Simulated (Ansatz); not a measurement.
## Run report: Ti2O, geometry relaxation (part 2 of 2)

Ti2O (3 atoms in the cell); DFT, r2SCAN, plane waves, PAW, no spin polarisation (Ansatz 0.2.0); cutoff 500 eV, 18×18×10 k-mesh, Methfessel–Paxton smearing of 5 eV. The structure derives from an entry of the Crystallography Open Database. Some settings of this run were made unusual or wrong on purpose.

Geometry of the input (Å; fractional positions):
```
2.9550  0.0000  0.0000
-1.4775  2.5591  0.0000
0.0000  0.0000  4.8004
Ti 0.6667  0.3333  0.2677
Ti 0.3333  0.6667  0.7323
O  0.0000  0.0000  0.0000
```

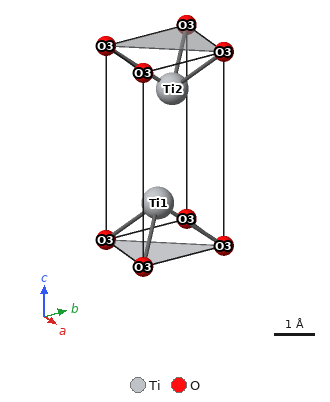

**Figure 1.** The geometry at step 3 of the log (polyhedral view of the cell of the calculation, seen slightly off an axis; polyhedra are completed across the faces of the cell; atoms are numbered from 1 in the order of the input).

**Output, continued**
```
SCF iter   1: F=—  HF=-5581.528053 eV  |F-HF|=—  |Δ(HF+E_count)|=         —  Δρ=4.22e-4  dr2=4.82e-6  dr2_τ=4.31e-5  ethr=2.32e-8  ⟨swp⟩=3.9  Hψ=71921  notcnv=0
SCF iter   2: F=—  HF=-5581.528148 eV  |F-HF|=—  |Δ(HF+E_count)|=   9.46e-5  S|Δr|=    0.00e0  Δρ=2.26e-4  dr2=2.74e-6  dr2_τ=6.02e-6  ethr=1.61e-8  ⟨swp⟩=2.8  Hψ=22631  notcnv=0
SCF iter   3: F=—  HF=-5581.528187 eV  |F-HF|=—  |Δ(HF+E_count)|=   3.87e-5  S|Δr|=    0.00e0  Δρ=3.98e-5  dr2=9.71e-8  dr2_τ=1.64e-7  ethr=9.14e-9  ⟨swp⟩=2.9  Hψ=21430  notcnv=0
SCF iter   4: F=—  HF=-5581.528187 eV  |F-HF|=—  |Δ(HF+E_count)|=   8.96e-7  S|Δr|=    0.00e0  Δρ=5.65e-6  dr2=8.90e-9  dr2_τ=1.78e-9  ethr=3.24e-10  ⟨swp⟩=2.0  Hψ=19386  notcnv=0
SCF iter   5: F=—  HF=-5581.528187 eV  |F-HF|=—  |Δ(HF+E_count)|=   1.37e-8  S|Δr|=    0.00e0  Δρ=2.85e-6  dr2=4.56e-9  dr2_τ=4.16e-10  ethr=2.97e-11  ⟨swp⟩=3.0  Hψ=22311  notcnv=0
SCF iter   6: F=—  HF=-5581.528187 eV  |F-HF|=—  |Δ(HF+E_count)|=  4.94e-10  S|Δr|=    0.00e0  Δρ=1.24e-6  dr2=7.26e-10  dr2_τ=9.24e-11  ethr=1.52e-11  ⟨swp⟩=1.7  Hψ=12344  notcnv=0
SCF iter   7: F=—  HF=-5581.528187 eV  |F-HF|=—  |Δ(HF+E_count)|=  1.96e-10  S|Δr|=    0.00e0  Δρ=3.62e-7  dr2=9.61e-11  dr2_τ=2.36e-12  ethr=2.42e-12  ⟨swp⟩=2.7  Hψ=14395  notcnv=0
SCF iter   8: F=-5581.528187 eV  HF=-5581.528187 eV  |F-HF|=3.64e-12  |Δ(HF+E_count)|=  9.09e-13  S|Δr|=    0.00e0  Δρ=8.44e-8  dr2=4.79e-12  dr2_τ=2.20e-13  ethr=1.00e-12  ⟨swp⟩=4.7  Hψ=36509  notcnv=0
SCF 6 converged in 8 iterations: F = -5581.528187 eV  dr2 = 4.79e-12
relax step   6: F+E_penalty+E_count = -5581.52818746 eV  Δ(F+E_penalty+E_count) = -3.548e-3 eV  max|allowed force component| = 2.157e-3 eV/Å  Δτ_max = 0.0000 Å  P = +0.038 GPa  Ω = 40.316 Å³  stress off target by 4.51e-2 GPa  SCF on the basis re-selected at this cell (its energy is not comparable with the rows above)  (8 SCF iters)
```

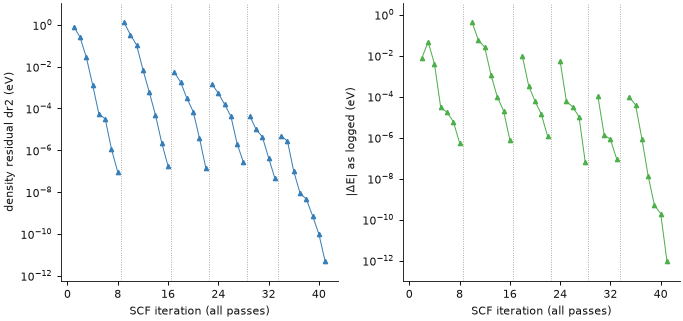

**Figure 2.** Convergence of the self-consistent field: density residual dr2 and size of the energy change against the SCF iteration. The dotted lines part the SCF passes of the relaxation: geometry steps, rejected trials and re-solves on a re-selected basis. The 6 passes take 5 to 8 iterations each, 41 in all.

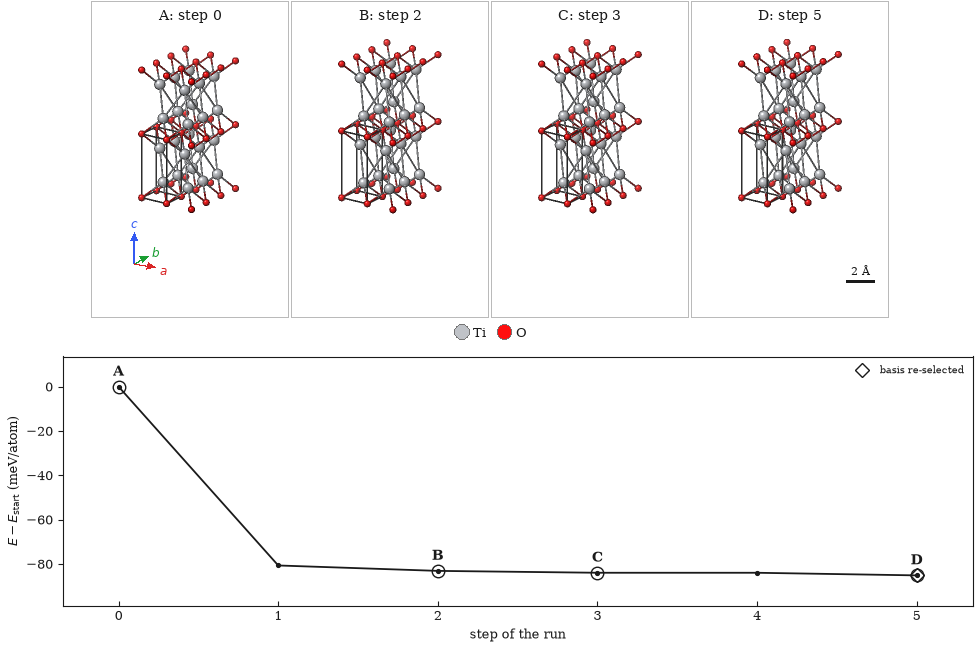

**Figure 3.** Frames of the relaxation (ball-and-stick view of the cell of the calculation, repeated 2 × 3 × 2, seen slightly off an axis) above the curves, on which the letters mark them (the first geometry is step 0 here and step 1 in the log).

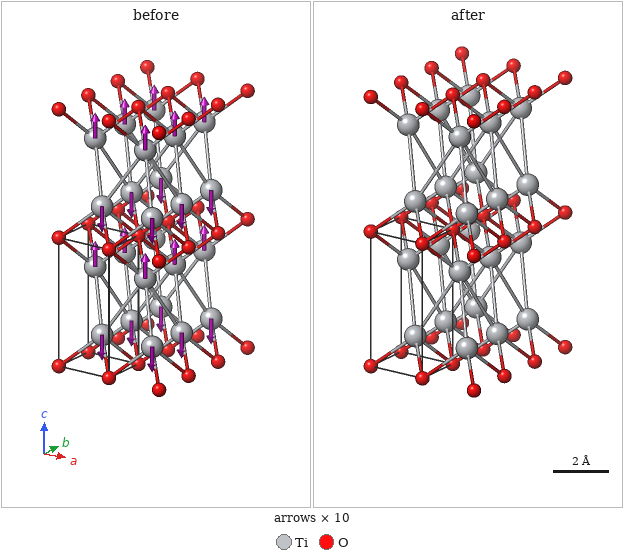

**Figure 4.** Before (left) and after (right) the relaxation, at one scale (ball-and-stick view of the cell of the calculation, repeated 2 × 3 × 2, seen slightly off an axis). The pink arrows give the displacements (without the part carried along by the change of the cell), magnified 10 times. The largest moves relative to the cell, 0.097 Å, are those of Ti1 and Ti2. O stays in place. Cell: a = b 2.955 → 3.042 Å (+2.9 %), c 4.800 → 5.030 Å (+4.8 %). Volume +11.1 %. Among the contacts that change: Ti1–Ti2 2.808 → 3.081 Å, Ti1–O3 2.136 → 2.156 Å. Among the angles that change: Ti2–Ti1–Ti2 63.5° → 59.2°, Ti2–Ti1–O3 164.4° → 160.2°, O3–Ti1–O3 87.5° → 89.8°. The space group stays P-3m1 (No. 164). Over 4 geometry steps the energy falls by 84.0 meV per atom. Largest force component: 1.3 eV/Å at the start, 0.0022 eV/Å at the end. The pressure goes from 12.35 to 0.04 GPa. A last SCF at the same geometry on a re-selected plane-wave basis shifts the energy by −1.2 meV per atom. (Atoms are counted from 1 in the order of the input.)

```
basis re-selected at this cell: Δ(F+E_penalty+E_count) = -3.548e-3 eV, ΔP = +0.028 GPa vs the last step (what re-selecting the basis moved, of the pressure what is left beyond the Pulay correction that the steps carried, after the strain that the cell walked since its last selection, with what the two solves' SCF thresholds leave and, on support functions, any second-order correction that the steps lacked; it is no measure of the basis error at this ecutwfc). The dense FFT grid was sized anew with the basis: this SCF ran on 24×24×40 points, the steps before it on 24×24×36, so part of this shift can come from that change (see relax.cell in the input reference). This SCF's stress stands 4.51e-2 GPa from its target on what of the cell is left free (relax.cell.stress_tol is 5.00e-2 GPa) and its largest allowed force component is 2.16e-3 eV/Å (relax.f_tol is 1.00e-2 eV/Å): within both
SCF converged after 8 iterations
Stability not checked: this state was not tested for a lower state beside it, because cold or Methfessel-Paxton smearing, or corrected tetrahedra, fill the levels in a way that the test cannot read (fill_not_monotonic; see scf.lower_state_search)
Free energy (F): -5581.528187 eV
Harris-Foulkes:  -5581.528187 eV  (|F-HF|=3.64e-12)
Internal energy: -5577.755005 eV  (E = F + TS)
E sigma→0 (E₀):  -5580.584892 eV
Entropy (-TS):   -3.773183 eV (-1257.728 meV/atom)
Fermi energy:    13.649642 eV
--- Per-component energies (eV) ---
  E_band       = -322.426751
  E_kinetic    = 725.562503
  E_local      = -2009.037460  (includes V_loc(G=0)·N_el)
  E_nonlocal   = 67.973066
  E_hartree    = 820.042757
  E_xc         = -258.908856
  E_vxc        = -370.640510  (∫ρ·V_xc dr)
  E_paw        = -2276.294798  (= ΣΔE_a)
  E_vpaw       = -401.295838  (= ΣTr[D̂ρ^β])
  E_aug_tail   = 0.001222  (compensation charges beyond the density's cutoff)
  E_vtau       = 24.924834  (kinetic-family band-sum trace: ∫τ·v_τ [+ j·A + Jᵃ·Aᵃ] dr)
  E_ewald      = -2646.554584
  E_core_change = -0.538855  (= ΣΔE_core)
  E_smearing   = -3.773183  (= −TS)
  E_closure    = -0.000000  (closes the sum)
  Σ components = -5581.528187   (vs F -5581.528187, Δ=0.00e0)
--- Forces (eV/Å), atoms counted from 1 ---
  atom   1  Ti     0.00000000     0.00000000    -0.00215697
  atom   2  Ti     0.00000000    -0.00000000     0.00215697
  atom   3  O      0.00000000     0.00000000     0.00000000
  max |Σ_I F_I| component: 4.63e-18 eV/Å
--- Stress (GPa, compression-positive) ---
        0.033761       0.000000       0.000000
        0.000000       0.033761       0.000000
        0.000000       0.000000       0.045062
  P = ⅓ Tr σ = 0.0375 GPa (0.375 kbar)
--- Band table (eV; the first three rows and the last of 330) ---
  k-point 0: bands = ["-45.3221", "-45.2492", "-20.8599", "-20.3808", "-20.3808", "-20.3332", "-20.3332", "-20.3316", "-7.8870", "6.3215", "7.8987", "7.8987", "9.3817", "14.2697", "14.2799", "14.7981", "14.7981", "15.3603", "15.3603", "15.4922", "15.4922", "18.0044", "18.0044", "18.6845", "22.0507", "29.5279", "30.2439", "30.6845", "30.6845", "33.5187", "33.5330", "33.5330", "34.7608"]
  k-point 1: bands = ["-45.3204", "-45.2510", "-20.8481", "-20.3796", "-20.3796", "-20.3445", "-20.3343", "-20.3343", "-7.8838", "6.2660", "7.8952", "7.8952", "9.5135", "13.9600", "14.5653", "14.7438", "14.7438", "15.3848", "15.3848", "15.5848", "15.5848", "17.9353", "17.9353", "18.3517", "22.4426", "29.1451", "30.5217", "30.7224", "30.7224", "33.4634", "33.5490", "33.5490", "34.8738"]
  k-point 2: bands = ["-45.3153", "-45.2561", "-20.8139", "-20.3814", "-20.3763", "-20.3763", "-20.3377", "-20.3377", "-7.8756", "6.1342", "7.8861", "7.8861", "9.8682", "13.6163", "14.6243", "14.6243", "14.8246", "15.5146", "15.5146", "15.7530", "15.7530", "17.6708", "17.7403", "17.7403", "23.3056", "28.5080", "30.8221", "30.8221", "30.8268", "33.3870", "33.6031", "33.6031", "35.1466"]
  k-point 329: bands = ["-45.2264", "-45.2264", "-20.6996", "-20.6990", "-20.6990", "-20.6155", "-20.4072", "-20.4072", "-7.4753", "6.5577", "6.5577", "7.2360", "12.8561", "13.0776", "13.0776", "15.1003", "15.1003", "15.1656", "16.9616", "16.9616", "17.1594", "17.7154", "20.6779", "20.6779", "22.3234", "24.6918", "24.6918", "24.9721", "30.6633", "30.6633", "32.2009", "32.2009", "35.3682"]
--- Relaxed structure (5 steps of the walk, 5 accepted, 1 SCFs on fresh bases) ---
  F+E_penalty+E_count = -5581.52818746 eV   max|allowed force component| = 2.157e-3 eV/Å   (the final SCF, on the basis selected at the relaxed cell)
  cell:  # Å, volume = 40.3163 Å³
    - [3.0420759223829528, 2.971799357470644e-11, -8.464224590138299e-18]
    - [-1.521037961217213, 2.6345150290097563, 4.2321122949259396e-18]
    - [-1.3749955401776061e-17, -4.029491994158265e-28, 5.03049054482825]
  atoms:
    - { symbol: Ti, position: [0.6666666666666666, 0.3333333333333333, 0.24844994737222711] }
    - { symbol: Ti, position: [0.33333333333333326, 0.6666666666666665, 0.751550052627773] }
    - { symbol: O, position: [-2.101982265193897e-34, -1.3797200898161787e-34, 7.418412301374843e-68] }
```

**Trajectory as extended XYZ (Å, eV, eV/Å), 6 frames, from step=1 to step=6**
```
3
Lattice="2.9550 0.0000 0.0000 -1.4775 2.5591 0.0000 0.0000 0.0000 4.8004" Properties=species:S:1:pos:R:3:forces:R:3 step=1 energy=-5581.27277 pressure_GPa=12.35
Ti    1.4775    0.8530    1.2848    0.0000   0.0000  -1.3198
Ti    0.0000    1.7061    3.5155    0.0000   0.0000   1.3198
O     0.0000    0.0000    0.0000    0.0000   0.0000   0.0000
3
Lattice="3.0293 0.0000 0.0000 -1.5146 2.6234 0.0000 0.0000 0.0000 5.0369" Properties=species:S:1:pos:R:3:forces:R:3 step=2 energy=-5581.51476 pressure_GPa=2.06
Ti    1.5146    0.8745    1.2307    0.0000   0.0000   0.3809
Ti    0.0000    1.7490    3.8062    0.0000   0.0000  -0.3809
O     0.0000    0.0000    0.0000    0.0000   0.0000   0.0000
3
Lattice="3.0335 0.0000 0.0000 -1.5167 2.6271 0.0000 0.0000 0.0000 5.0236" Properties=species:S:1:pos:R:3:forces:R:3 step=3 energy=-5581.52208 pressure_GPa=1.38
Ti    1.5167    0.8757    1.2396    0.0000   0.0000   0.1816
Ti    0.0000    1.7514    3.7840    0.0000   0.0000  -0.1816
O     0.0000    0.0000    0.0000    0.0000   0.0000   0.0000
3
Lattice="3.0410 0.0000 0.0000 -1.5205 2.6336 0.0000 0.0000 0.0000 5.0249" Properties=species:S:1:pos:R:3:forces:R:3 step=4 energy=-5581.52463 pressure_GPa=0.24
Ti    1.5205    0.8779    1.2486    0.0000   0.0000   0.0066
Ti    0.0000    1.7557    3.7763    0.0000   0.0000  -0.0066
O     0.0000    0.0000    0.0000    0.0000   0.0000   0.0000
3
Lattice="3.0421 0.0000 0.0000 -1.5210 2.6345 0.0000 0.0000 0.0000 5.0305" Properties=species:S:1:pos:R:3:forces:R:3 step=5 energy=-5581.52464 pressure_GPa=0.01
Ti    1.5210    0.8782    1.2498    0.0000   0.0000  -0.0023
Ti    0.0000    1.7563    3.7807    0.0000   0.0000   0.0023
O     0.0000    0.0000    0.0000    0.0000   0.0000   0.0000
3
Lattice="3.0421 0.0000 0.0000 -1.5210 2.6345 0.0000 0.0000 0.0000 5.0305" Properties=species:S:1:pos:R:3:forces:R:3 step=6 energy=-5581.52819 pressure_GPa=0.04
Ti    1.5210    0.8782    1.2498    0.0000   0.0000  -0.0022
Ti    0.0000    1.7563    3.7807    0.0000   0.0000   0.0022
O     0.0000    0.0000    0.0000    0.0000   0.0000   0.0000
```
